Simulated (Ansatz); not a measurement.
## From LDA to G0W0: Y2Ti2O7 (Fd-3m)

Aim: the quasiparticle gap of Y2Ti2O7 (Fd-3m), starting from LDA.

Main program and level: Ansatz 0.2.0; LDA, then G0W0 on it, plane waves, PAW.

**The experiments to reproduce.**

- Gap 3.44 eV: direct optical gap from Tauc plot; UV-Vis-NIR transmission; bulk crystal (floating-zone single crystal wafer, 1 mm thick) (“Structural, optical and mechanical properties of Y2Ti2O7 single crystal”, 2020, arxiv:2006.07359).

Most raw output is cut from this account.

In doubt: masses and optical values from hybrid runs of this build are listed as unsure (in some of the runs), which bears on the screening that GW takes from such a start.

### Step 1. Starting point

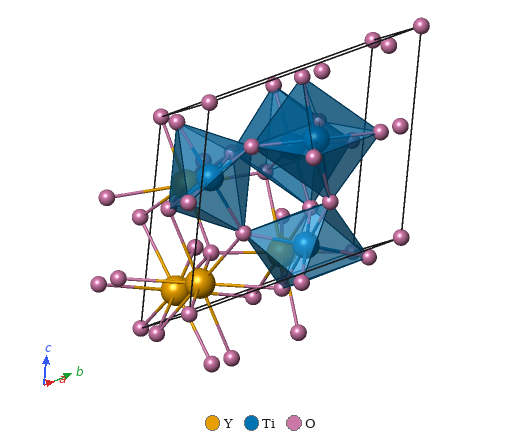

The cell as given, slightly off an axis (yttrium orange, titanium blue, oxygen pink). Bonds to atoms that aren't drawn are left out. Some periodic images of atoms are drawn too.

Geometry: measured cell, ions relaxed with LDA. The runs that relaxed it are not among those shown. The default PAW set here is soft_2. Its files were made with PBE.

### Step 2. Bands along the symmetry lines

Levels along a band path and on the mesh show where this functional puts the band edges.

This step: DFT, LDA, plane waves, PAW.

Input file input.yaml:

```yaml
crystal:
  lattice:
    - [0.0, 5.0493, 5.0493]
    - [5.0493, 0.0, 5.0493]
    - [5.0493, 5.0493, 0.0]
  atoms:
    - { symbol: "Y", position: [0.125, 0.125, 0.125] }
    - { symbol: "Y", position: [0.625, 0.125, 0.125] }
    - { symbol: "Y", position: [0.125, 0.125, 0.625] }
    - { symbol: "Y", position: [0.125, 0.625, 0.125] }
    - { symbol: Ti, position: [0.625, 0.625, 0.625] }
    - { symbol: Ti, position: [0.125, 0.625, 0.625] }
    - { symbol: Ti, position: [0.625, 0.625, 0.125] }
    - { symbol: Ti, position: [0.625, 0.125, 0.625] }
    - { symbol: O, position: [0.5454541437, 0.9545458563, 0.9545458563] }
    - { symbol: O, position: [0.7045458563, 0.2954541437, 0.7045458563] }
    - { symbol: O, position: [0.9545458563, 0.5454541437, 0.5454541437] }
    - { symbol: O, position: [0.2954541437, 0.7045458563, 0.2954541437] }
    - { symbol: O, position: [0.9545458563, 0.5454541437, 0.9545458563] }
    - { symbol: O, position: [0.7045458563, 0.7045458563, 0.2954541437] }
    - { symbol: O, position: [0.5454541437, 0.9545458563, 0.5454541437] }
    - { symbol: O, position: [0.2954541437, 0.2954541437, 0.7045458563] }
    - { symbol: O, position: [0.7045458563, 0.2954541437, 0.2954541437] }
    - { symbol: O, position: [0.9545458563, 0.9545458563, 0.5454541437] }
    - { symbol: O, position: [0.2954541437, 0.7045458563, 0.7045458563] }
    - { symbol: O, position: [0.5454541437, 0.5454541437, 0.9545458563] }
    - { symbol: O, position: [0.0, 0.0, 0.0] }
    - { symbol: O, position: [0.25, 0.25, 0.25] }
kpoints:
  mp_grid: { grid: [4, 4, 4] }
  band_path:
    path:
      - [[0.0, 0.0, 0.0], [0.5, 0.0, 0.5], [0.625, 0.25, 0.625]]
      - [[0.375, 0.375, 0.75], [0.0, 0.0, 0.0], [0.5, 0.5, 0.5], [0.5, 0.25, 0.75], [0.5, 0.0, 0.5]]
    npoints: 10
hamiltonian:
  xc: lda
scf:
  occupations: { method: fermi_dirac, width: 0.02 }
  n_extra_bands: 11
output:
  eigenvalues: true
```

Launch:

```sh
> ansatz run input.yaml --threads 24 --pin off --max-ram 82944MiB --backend cuda --events-out ev --progress --plain --runs-dir out --devices 1 --max-vram 78GiB
```

The job ended after 1.8 s (1 × NVIDIA GB200 (shared by 2 runs) with 24 threads of Arm Neoverse V2, shared host; peak memory 1 GiB; 4.6 s of CPU time).

Numbers from this step:

```
filled bands         : 88
gap                  : 2.797 eV
valence top at       : X
conduction bottom at : Γ
least direct gap     : 2.809 eV
```

Over mesh and path the gap is 2.797 eV, from k = (0.500, 0.000, 0.500) to k = Γ. The least direct gap found is 2.809 eV, at k = Γ.

Electronic bands along the path, in eV, zero at the top of the highest nominally filled band:

| point | band 85 | band 86 | band 87 | band 88 | band 89 | band 90 | band 91 | band 92 |
| --- | --- | --- | --- | --- | --- | --- | --- | --- |
| Γ | -0.83 | -0.01 | -0.01 | -0.01 | 2.80 | 2.80 | 2.97 | 3.00 |
| X | -0.57 | -0.57 | 0.00 | 0.00 | 3.18 | 3.18 | 3.28 | 3.28 |
| U | -0.60 | -0.53 | -0.24 | -0.07 | 3.05 | 3.17 | 3.22 | 3.27 |
| jump to K | -0.60 | -0.53 | -0.24 | -0.07 | 3.05 | 3.17 | 3.22 | 3.27 |
| Γ | -0.83 | -0.01 | -0.01 | -0.01 | 2.80 | 2.80 | 2.97 | 3.00 |
| L | -0.47 | -0.47 | -0.37 | -0.37 | 3.01 | 3.01 | 3.14 | 3.18 |
| W | -0.52 | -0.52 | -0.22 | -0.22 | 3.08 | 3.08 | 3.26 | 3.26 |
| X | -0.57 | -0.57 | 0.00 | 0.00 | 3.18 | 3.18 | 3.28 | 3.28 |

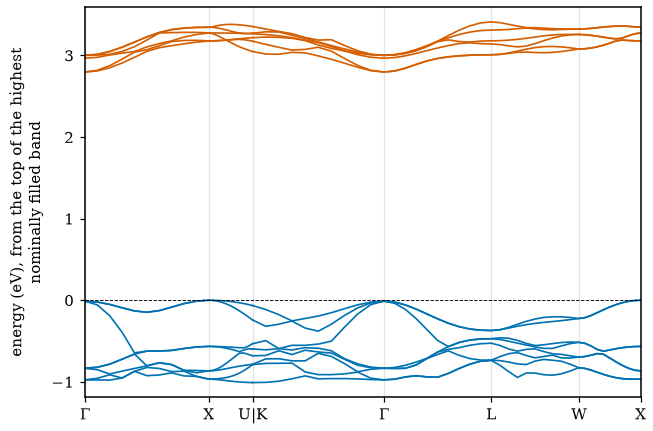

Electronic bands along the path; lines of filled and empty bands in two colours.

### Step 3. G0W0 on the 2×2×2 mesh

G0W0 replaces the xc potential by a self-energy built once from the orbitals of the start. Levels are corrected in the window of bands that the input names, at points of the mesh.

This step: G0W0 on LDA, plane waves, PAW.

input.yaml: that of step 2 with these lines changed.

```diff
@@ -29,8 +29,3 @@
 kpoints:
-  mp_grid: { grid: [4, 4, 4] }
-  band_path:
-    path:
-      - [[0.0, 0.0, 0.0], [0.5, 0.0, 0.5], [0.625, 0.25, 0.625]]
-      - [[0.375, 0.375, 0.75], [0.0, 0.0, 0.0], [0.5, 0.5, 0.5], [0.5, 0.25, 0.75], [0.5, 0.0, 0.5]]
-    npoints: 10
+  mp_grid: { grid: [2, 2, 2] }
 hamiltonian:
@@ -38,5 +33,8 @@
 scf:
-  occupations: { method: fermi_dirac, width: 0.02 }
-  n_extra_bands: 11
-output:
-  eigenvalues: true
+  occupations: { method: fixed }
+gw:
+  n_empty_bands: 968
+  ecut_chi: 140.0
+  qp_bands: [v4, c4]
+  qp_kpoints: band_edges
+  screening: { model: contour_deformation }
```

Run time: 4.5 s. Hardware: 1 × NVIDIA GB200 (shared by 2 runs) with 24 threads; peak memory 1.8 GiB.

Numbers from this step:

```yaml
bands_summed: 1056
rpa_eps_infinity_on_this_mesh_eigenvalues: 6.174, 6.174, 6.174
plane_waves_in_the_screening_matrix: 941
q_points_in_the_mesh: 8
g0w0_gap_over_the_corrected_points: 4.644 eV
k_of_the_valence_top: 0, -0.5, -0.5
k_of_the_conduction_bottom: 0, 0, 0
starting_gap_on_the_mesh: 2.782 eV
z_at_the_valence_top: 0.7264
z_at_the_conduction_bottom: 0.7251
least_direct_g0w0_gap_over_the_corrected_points: 4.650 eV
```

Over all 3 irreducible mesh points the G0W0 gap is 4.644 eV, from k = (0.000, -0.500, -0.500) to k = Γ. The LDA gap of this run on the mesh is 2.782 eV. The two states that bound the G0W0 gap lie that far apart at the start, so the correction of the gap is 4.644 − 2.782 = +1.862 eV. The start of this run differs from the step before in mesh (4×4×4 and 2×2×2).

Labels follow the order of the start: v1 is the top filled band, c1 the lowest empty one; levels that stay degenerate share a row, the window can cut a multiplet, doubted levels are not marked in this list, bands outside the window were not corrected, and the list may be a part of the corrected levels. Levels before and after the correction, in eV, zero at the valence-band top of each column:

|  | conduction bottom | valence top |
| --- | --- | --- |
| Kohn-Sham | 2.78 | 0.00 |
| G0W0 | 4.64 | 0.00 |

|  | level | occupation | energy (eV) |
| --- | --- | --- | --- |
| Kohn-Sham | Γ v3-v1 | 2 | -0.011 |
| Kohn-Sham | Γ c1-c2 | 0 | 2.782 |
| Kohn-Sham | Γ c3 | 0 | 2.954 |
| Kohn-Sham | (0 -0.5 -0.5) v3 | 2 | -0.567 |
| Kohn-Sham | (0 -0.5 -0.5) v2-v1 | 2 | 0.000 |
| Kohn-Sham | (0 -0.5 -0.5) c1-c2 | 0 | 3.165 |
| Kohn-Sham | (0 -0.5 -0.5) c3 | 0 | 3.262 |
| G0W0 | Γ v3-v1 | 2 | -0.006 |
| G0W0 | Γ c1-c2 | 0 | 4.644 |
| G0W0 | Γ c3 | 0 | 4.662 |
| G0W0 | (0 -0.5 -0.5) v3 | 2 | -0.618 |
| G0W0 | (0 -0.5 -0.5) v2-v1 | 2 | 0.000 |
| G0W0 | (0 -0.5 -0.5) c1-c2 | 0 | 4.918 |
| G0W0 | (0 -0.5 -0.5) c3 | 0 | 5.047 |

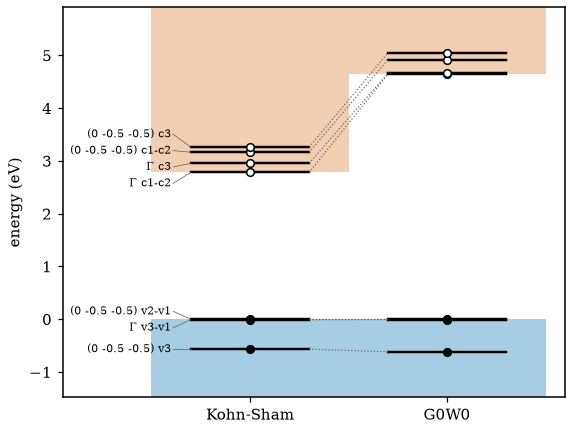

Levels before and after the correction. Shaded: valence and conduction bands. Filled marks are occupied levels, open marks empty ones.

The parts of the quasiparticle energy for the two states that bound the G0W0 gap, in eV on the run's own scale (QP = start + Σx + Σc − Vxc, with Σc at the quasiparticle energy):

| edge | k | band | start | Σx | Σc | Vxc | Z | QP |
| --- | --- | --- | --- | --- | --- | --- | --- | --- |
| valence top | (0.000, -0.500, -0.500) | 87 | 9.262 | −26.072 | 4.530 | −21.265 | 0.726 | 8.986 |
| conduction bottom | Γ | 89 | 12.044 | −13.488 | −7.230 | −22.304 | 0.725 | 13.629 |

### Step 4. Spin-orbit coupling in LDA

This run has two-component orbitals with spin-orbit coupling.

This step: DFT, LDA with spin-orbit coupling, plane waves, PAW.

input.yaml: that of step 3 with these lines changed.

```diff
@@ -29,3 +29,12 @@
 kpoints:
-  mp_grid: { grid: [2, 2, 2] }
+  mp_grid: { grid: [4, 4, 4] }
+  band_path:
+    path:
+      - [0.0, 0.0, 0.0]
+      - [0.5, 0.0, 0.5]
+      - [0.625, 0.25, 0.625]
+      - [0.375, 0.375, 0.75]
+      - [0.5, 0.5, 0.5]
+      - [0.5, 0.25, 0.75]
+    npoints: 1
 hamiltonian:
@@ -34,7 +43,7 @@
   occupations: { method: fixed }
-gw:
-  n_empty_bands: 968
-  ecut_chi: 140.0
-  qp_bands: [v4, c4]
-  qp_kpoints: band_edges
-  screening: { model: contour_deformation }
+  n_extra_bands: 22
+magnetization:
+  noncollinear: true
+  spin_orbit: true
+output:
+  eigenvalues: true
```

It took 2 s on 1 × NVIDIA GB200 (shared by 2 runs) with 24 threads; peak memory 1.7 GiB.

Numbers from this step:

```
gap                  : 2.793 eV
valence top at       : Γ
conduction bottom at : Γ
least direct gap     : 2.793 eV
```

Over mesh and listed points the gap is 2.793 eV, direct, at k = Γ. LDA+SOC against LDA: 2.793 − 2.797 = −0.004 eV. Mesh, set of files and cutoff are the same, but the valence top lies at another k point, so this need not be the shift of one pair of states. The spin-orbit run sees mesh and listed points alone, so its gap is an upper bound: the coupling can move an edge off these points, and the change over the zone, its sign included where it is small, is not known.

### Step 5. The runs together

Each gap is the least one over the points named; times are wall times on shared hosts, not benchmarks. A G0W0 time includes the run's own self-consistent start. Runs with listed points see these and the mesh alone, so an edge that moves elsewhere is missed. Rows marked * are further runs, not shown as steps, whose inputs differ from the G0W0 step on the same start in the columns given; solver thresholds can differ too. Rows marked ? have an edge level that the program doubts. Symmetry makes (0.500, 0.000, 0.500) and (0.000, -0.500, -0.500) one point.

| level | mesh | files, cutoff | bands summed, screening | points | gap (eV) | valence top | conduction bottom | least direct gap (eV) | time |
| --- | --- | --- | --- | --- | --- | --- | --- | --- | --- |
| LDA | 4×4×4 | soft_2 PAW, 420 eV | - | mesh and path | 2.797 | (0.500, 0.000, 0.500) | Γ | 2.809 | 1.8 s |
| LDA+SOC | 4×4×4 | soft_2 PAW, 420 eV | - | mesh and listed points | 2.793 | Γ | Γ | 2.793 | 2 s |
| G0W0@LDA*? | 2×2×2 | soft_2 PAW, 420 eV | 247, 42 eV | all 3 irreducible mesh points | 4.922 | Γ | Γ | 4.922 | 2.1 s |
| G0W0@LDA* | 2×2×2 | soft_2 PAW, 420 eV | 538, 84 eV | all 3 irreducible mesh points | 4.644 | Γ | Γ | 4.644 | 3.1 s |
| G0W0@LDA | 2×2×2 | soft_2 PAW, 420 eV | 1056, 140 eV | all 3 irreducible mesh points | 4.644 | (0.000, -0.500, -0.500) | Γ | 4.650 | 4.5 s |
| G0W0@LDA* | 2×2×2 | soft_2 PAW, 420 eV | 538, 84 eV, plasmon pole | all 3 irreducible mesh points | 4.752 | Γ | Γ | 4.752 | 3.3 s |

Computed less measured, in eV, for the reports listed at the start; nothing is added to the computed values:

| row | computed (eV) | 3.44 eV (2020) |
| --- | --- | --- |
| LDA, gap | 2.797 | −0.643 |
| LDA+SOC, gap | 2.793 | −0.647 |
| G0W0@LDA, gap | 4.644 | +1.204 |
| G0W0@LDA, least direct gap | 4.650 | +1.210 |

### Step 6. What came out

* LDA gap over mesh and path: 2.797 eV, from k = (0.500, 0.000, 0.500) to k = Γ
* G0W0@LDA gap over all 3 irreducible mesh points: 4.644 eV, from k = (0.000, -0.500, -0.500) to k = Γ
* LDA+SOC gap over mesh and listed points: 2.793 eV
* GW settings: 2×2×2 mesh, 968 empty bands, screening to 140 eV
* known limits: finite bands, screening cutoff and k mesh; no spin-orbit coupling in G0W0

What this shows: Over all 3 irreducible mesh points the G0W0 gap is 4.644 eV, from k = (0.000, -0.500, -0.500) to k = Γ. The LDA gap of this run on the mesh is 2.782 eV. The two states that bound the G0W0 gap lie that far apart at the start, so the correction of the gap is 4.644 − 2.782 = +1.862 eV. The valence state moves by 8.986 − 9.262 = −0.276 eV and the conduction state by 13.629 − 12.044 = +1.585 eV, on the run's own scale; how far single levels stand from their limit in bands is not shown. Both edges that LDA shows over mesh and path lie at k points where levels were corrected. Levels at other points were not corrected, so a lower G0W0 gap elsewhere in the zone is not ruled out. From 247 bands and 42 eV to 1056 bands and 140 eV the gap moves by 4.644 − 4.922 = −0.278 eV (rung by rung 4.922, 4.644, 4.644 eV); bands and screening cutoff rise together, so their parts are not told apart. The states that bound the gap change along the series, so no limit is drawn and it is not known. With the plasmon pole model in place of the contour deformation model and all else as in the G0W0@LDA row with 538 bands, the gap differs by 4.752 − 4.644 = +0.108 eV. G0W0 on other starts in this series, not shown as steps and not all at these settings: 5.064 eV on HSE06 (2×2×2, soft_2 PAW, 538 bands, 84 eV). LDA+SOC against LDA: 2.793 − 2.797 = −0.004 eV. Mesh, set of files and cutoff are the same, but the valence top lies at another k point, so this need not be the shift of one pair of states. The spin-orbit run sees mesh and listed points alone, so its gap is an upper bound: the coupling can move an edge off these points, and the change over the zone, its sign included where it is small, is not known. What spin-orbit coupling does to the G0W0 levels was not computed, so no sum with the G0W0 gap is formed. Against experiment, G0W0@LDA at 4.644 eV lies +1.204 eV from 3.44 eV (2020). The differences hold parts that these runs do not separate: finite bands, cutoffs and mesh, points of the zone that were not corrected, the start of G0W0, spin-orbit coupling missing from it, static nuclei, no electron-hole attraction, and what each experiment reads as the gap. How much each gives is not known from the steps shown. The G0W0 runs are scalar-relativistic. No pair of G0W0 runs that differ in the mesh alone is shown (2×2×2 is a supercell whose nearest images lie 14 Å apart), so the error from the mesh is not known here. G0W0 is shown with one set of atomic data (soft_2 PAW), so the error from the files is not known here.

[Paths, hosts, dates, memory and timing lines, banners, echoed tables and standing remarks are left out of the program output.]

[Logs are printed without paths, hosts, clocks, repeated set-up lines and the standing remarks that a program may print on its own settings, such as how far it seeks lower states.]

[Runs of the session that timed out or met a known fault of the program may be left out.]

[Cells called generated may have been cut or substituted from an entry of the Crystallography Open Database or the Materials Project.]

[Hosts, paths, dates, database ids (printed as entryN), source tags and the programs' standing remarks are cut or masked in the printed files.]

[Where an RPA ε∞ is given, it is that of the G0W0 mesh and is not shown converged in it. Names of k-points follow the symmetry that the program found, which can be lower than the space group named. Band edges on a path are those of the sampled points; other points can move an edge, and change direct to indirect where valleys lie close.]

[Hybrid gaps are those of their k-mesh and are not shown converged in it.]
